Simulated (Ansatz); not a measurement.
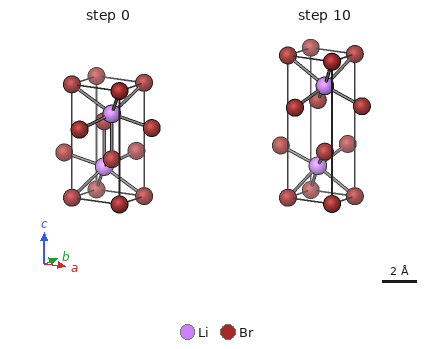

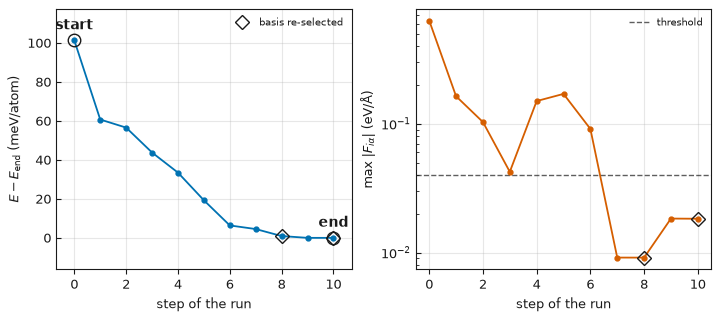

First and last geometry of a relaxation of crystalline Li$_{2}$Br$_{3}$ (built on the A-type sesquioxide_164 type) (coarse preliminary run), with the history of the run. A ball-and-stick model of the cell of the calculation, seen slightly off an axis.

Case: A-type sesquioxide type (P-3m1, No. 164).

Theory: DFT PBE, scalar-relativistic, plane waves, PAW in Ansatz 0.2.0.

Input
```yaml
crystal:
  lattice:
    - [4.3470211208, 0.0, 0.0]
    - [-2.1735105604, 3.7646307214, 0.0]
    - [0.0, 0.0, 6.7632587489]
  atoms:
    - { symbol: Li, position: [0.3333333333, 0.6666666667, 0.245] }
    - { symbol: Li, position: [0.6666666667, 0.3333333333, 0.755] }
    - { symbol: Br, position: [0.0, 0.0, 0.0] }
    - { symbol: Br, position: [0.3333333333, 0.6666666667, 0.645] }
    - { symbol: Br, position: [0.6666666667, 0.3333333333, 0.355] }
basis:
  ecutwfc: 420
kpoints:
  mp_grid: { grid: [6, 6, 4] }
hamiltonian:
  xc: pbe
scf:
  occupations: { method: gaussian, width: 0.1 }
  lower_state_search: "off"
output:
  forces: true
  stress: true
  eigenvalues: true
relax:
  adjacent_minimum: "off"
  f_tol: 0.04
  max_steps: 70
  cell: { stress_tol: 0.4 }
```

Command:
```bash
ansatz run input.yaml --threads 1 --pin off --max-ram 2560MiB --backend cpu --events-out ev --progress --plain --runs-dir out
```

**Did the run converge, and what did it change?**

It converged. The largest moves relative to the cell, 0.36 Å, are those of Li1 and Li2. Li2 goes along +c. Largest moves by element: Li 0.36 Å, Br 0.17 Å. The drawn cell changes as follows: a = b 4.347 → 4.031 Å (−7.3 %), c 6.763 → 8.488 Å (+25.5 %); the volume changes by +7.9 %. Among the contacts that change: Li1–Br4 2.705 → 3.927 Å, Br4–Br5 3.185 → 3.647 Å, Li1–Br3 3.007 → 2.894 Å, Li1–Br5 2.618 → 2.583 Å. Bonds break: Li1–Br4 (2.71 → 3.93 Å), Li2–Br5 (2.71 → 3.93 Å). Bond angles that change, for instance: Br5–Li1–Br5 112.3° → 102.6°, Li1–Br5–Li1 112.3° → 102.6°, Br3–Li1–Br5 75.9° → 84.0°. The space group stays P-3m1 (No. 164). The energy falls by 101 meV per atom in 8 accepted moves (10 points after the start). Largest force component: 0.63 eV/Å at the start, 0.018 eV/Å at the end. The pressure goes from 3.47 to 0.15 GPa. The SCF was repeated twice at an unchanged geometry on a basis and grid sized afresh for the cell, which shifted the energy by 3.6 meV per atom at most. The run took 47 s on 1 thread of Arm Neoverse V1, on a shared host, peak memory 0.37 GiB.

```csv
step,"E − E(0), meV/atom","largest force component, eV/Å","pressure, GPa","volume, Å³/atom",note
0,0.00,0.6337,3.47,22.136,
1,-40.62,0.1637,0.78,24.215,
2,-44.77,0.1032,0.54,24.441,
3,-57.55,0.0424,0.09,24.854,
4,-67.87,0.1502,-0.45,25.338,
5,-82.06,0.1708,-0.76,25.278,
6,-94.96,0.0913,-0.67,24.464,
7,-96.81,0.0091,0.06,23.748,
8,-100.40,0.0091,0.29,23.748,"same geometry, new basis"
9,-101.33,0.0184,0.15,23.888,
10,-101.34,0.0183,0.15,23.888,"same geometry, new basis"
```

Limits of the set-up: an odd number of electrons was run without spin polarisation, which fails if the electron would localise.
